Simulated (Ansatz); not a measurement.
# Hf17O32 (cell with a defect): what the fields show

The calculation's input:

```
crystal:
  lattice:
    - [0.0, -7.208609557, -5.263967225]
    - [7.208609557, 0.0, 5.263967225]
    - [-7.208609557, 0.0, 5.263967225]
  atoms:
    - { symbol: Hf, position: [0.25, 0.25, 0.5] }
    - { symbol: Hf, position: [0.75, 0.5, 0.75] }
    - { symbol: Hf, position: [0.25, 0.5, 0.25] }
    - { symbol: Hf, position: [0.25, 0.0, 0.75] }
    - { symbol: Hf, position: [0.75, 0.25, 0.0] }
    - { symbol: Hf, position: [0.75, 0.75, 0.5] }
    - { symbol: Hf, position: [0.25, 0.75, 0.0] }
    - { symbol: Hf, position: [0.75, 0.0, 0.25] }
    - { symbol: Hf, position: [0.0, 0.5, 0.5] }
    - { symbol: Hf, position: [0.5, 0.75, 0.75] }
    - { symbol: Hf, position: [0.0, 0.75, 0.25] }
    - { symbol: Hf, position: [0.0, 0.25, 0.75] }
    - { symbol: Hf, position: [0.5, 0.5, 0.0] }
    - { symbol: Hf, position: [0.5, 0.0, 0.5] }
    - { symbol: Hf, position: [0.0, 0.0, 0.0] }
    - { symbol: Hf, position: [0.5, 0.25, 0.25] }
    - { symbol: O, position: [0.25, 0.2216260487, 0.7216260487] }
    - { symbol: O, position: [0.75, 0.4716260487, 0.9716260487] }
    - { symbol: O, position: [0.25, 0.4716260487, 0.4716260487] }
    - { symbol: O, position: [0.25, 0.9716260487, 0.9716260487] }
    - { symbol: O, position: [0.75, 0.2216260487, 0.2216260487] }
    - { symbol: O, position: [0.75, 0.7216260487, 0.7216260487] }
    - { symbol: O, position: [0.25, 0.7216260487, 0.2216260487] }
    - { symbol: O, position: [0.75, 0.9716260487, 0.4716260487] }
    - { symbol: O, position: [0.5, 0.5283739513, 0.7783739513] }
    - { symbol: O, position: [1.0, 0.7783739513, 0.0283739513] }
    - { symbol: O, position: [0.5, 0.7783739513, 0.5283739513] }
    - { symbol: O, position: [0.5, 0.2783739513, 0.0283739513] }
    - { symbol: O, position: [1.0, 0.5283739513, 0.2783739513] }
    - { symbol: O, position: [1.0, 0.0283739513, 0.7783739513] }
    - { symbol: O, position: [0.5, 0.0283739513, 0.2783739513] }
    - { symbol: O, position: [1.0, 0.2783739513, 0.5283739513] }
    - { symbol: O, position: [0.5, 0.2783739513, 0.5283739513] }
    - { symbol: O, position: [1.0, 0.5283739513, 0.7783739513] }
    - { symbol: O, position: [0.5, 0.5283739513, 0.2783739513] }
    - { symbol: O, position: [0.5, 0.0283739513, 0.7783739513] }
    - { symbol: O, position: [1.0, 0.2783739513, 0.0283739513] }
    - { symbol: O, position: [1.0, 0.7783739513, 0.5283739513] }
    - { symbol: O, position: [0.5, 0.7783739513, 0.0283739513] }
    - { symbol: O, position: [1.0, 0.0283739513, 0.2783739513] }
    - { symbol: O, position: [0.25, 0.9716260487, 0.4716260487] }
    - { symbol: O, position: [0.75, 0.2216260487, 0.7216260487] }
    - { symbol: O, position: [0.25, 0.2216260487, 0.2216260487] }
    - { symbol: O, position: [0.25, 0.7216260487, 0.7216260487] }
    - { symbol: O, position: [0.75, 0.9716260487, 0.9716260487] }
    - { symbol: O, position: [0.75, 0.4716260487, 0.4716260487] }
    - { symbol: O, position: [0.25, 0.4716260487, 0.9716260487] }
    - { symbol: O, position: [0.75, 0.7216260487, 0.2216260487] }
    - { symbol: Hf, position: [0.0, 0.25, 0.25] }
  host:
    lattice:
      - [3.6043047785, 0.0, 0.0]
      - [0.0, 3.6043047785, 0.0]
      - [0.0, 0.0, 5.263967225]
    atoms:
      - { symbol: Hf, position: [0.5, 0.5, 0.5] }
      - { symbol: Hf, position: [0.0, 0.0, 0.0] }
      - { symbol: O, position: [0.0, 0.5, 0.6932520973] }
      - { symbol: O, position: [0.5, 0.0, 0.8067479027] }
      - { symbol: O, position: [0.5, 0.0, 0.3067479027] }
      - { symbol: O, position: [0.0, 0.5, 0.1932520973] }
basis:
  ecutwfc: 420
  xc_grid: 2
kpoints:
  mp_grid: { grid: [2, 2, 2], shift: [0.5, 0.5, 0.5] }
hamiltonian:
  xc: pbe
scf:
  occupations: { method: gaussian, width: 0.01 }
output:
  forces: true
  stress: false
  eigenvalues: true
  charged_corrections: { defect_position: [0.0, 0.25, 0.25] }
  write_density: true
  write_potential: true
  elf: true
  volumetric_format: npy
relax:
  adjacent_minimum: "off"
  f_tol: 0.025
  max_steps: 45
```

Launched as:

```sh
ansatz run input.yaml --threads 4 --pin off --max-ram 10240MiB --backend cpu --events-out ev --progress --plain --runs-dir out
```

The fields are those of the run's last geometry, not of the input's.

The calculation used Ansatz, DFT PBE, scalar-relativistic, plane waves, PAW.

Core electrons are frozen (PAW), and the valence fields are smoothed inside the atomic spheres.

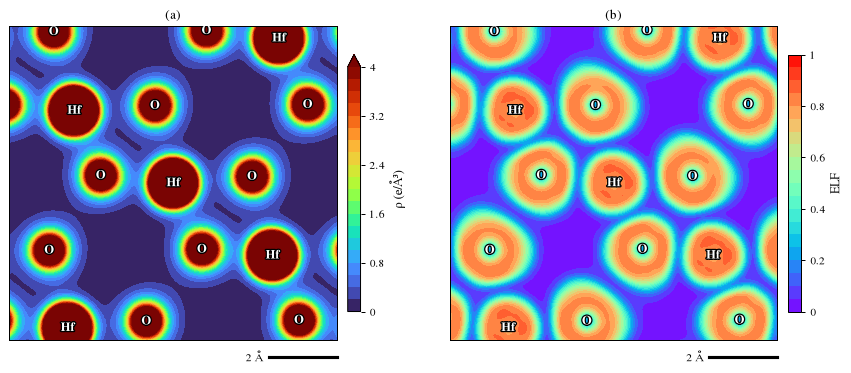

Figure 1. (a) valence charge density (pseudo); (b) ELF on the (100) plane of the calculation cell.

Question: Describe what can be read from this map.

Answer:
- Atoms in the plane: Hf and O.
- Hf–O (2.06 Å): ρ is about 0.82 e/Å³ halfway; the ELF peaks at about 0.85 in the valence shell of O, 0.6 Å from its nucleus, and drops to about 0.20 between the two atoms: no localised pair shows between them.
- Hf–O (2.13 Å): ρ at the midpoint is about 0.69 e/Å³; the ELF peaks at about 0.85 in the valence shell of O, 0.6 Å from its nucleus, and drops to about 0.20 between the two atoms: no shared electron pair shows on this line.
- Hf–O (2.33 Å): ρ at the midpoint is about 0.39 e/Å³; the ELF peaks at about 0.85 in the valence shell of O, 0.7 Å from its nucleus, and drops to about 0.10 between the two atoms: no shared electron pair shows on this line.
- Between the atoms the lowest density in this plane is 0.02 e/Å³.
- The features right at Hf lie inside the PAW spheres, where the map follows smoothed inner orbitals and isn't to be read closely.

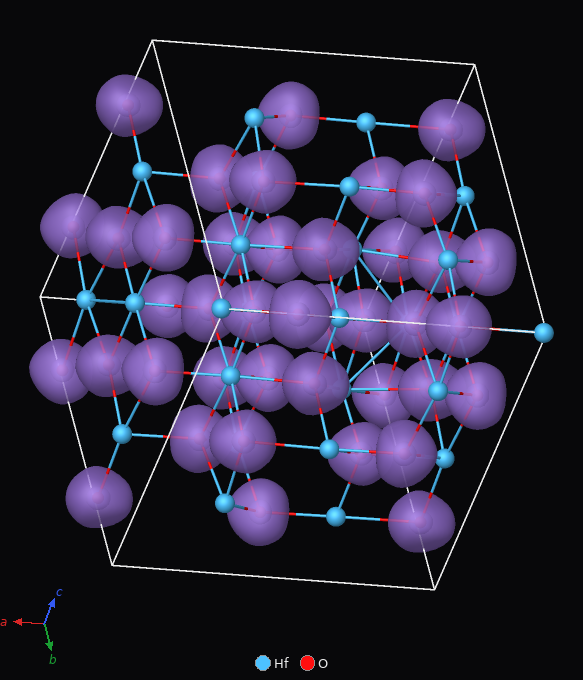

Figure 2. Isosurface of the electron localisation function at 0.65 (purple), seen at an oblique angle. Only the valence region is drawn (cores and ρ < 0.01 e/Å³ removed). Sticks mark near contacts.

Question: What do the ELF domains correspond to?

Answer: The surface consists of 32 regions wrapped around O (the valence shell of each), counted in one cell of 49 atoms. Any copies at cell faces, edges or corners count once. Along the contacts the grid gives the following. Hf–O (2.04 Å): the ELF peaks at about 0.85 in the valence shell of O, 0.6 Å from its nucleus, and drops to about 0.20 between the two atoms (no localised pair shows between them). Hf–Hf (2.72 Å): the ELF is about 0.40 at the midpoint.

Question: Does the calculation give a band gap?

Answer: It is gapped, with a Kohn–Sham gap of 1.3 eV on the k-point mesh (the band edges may lie off the mesh, which would make the gap smaller).
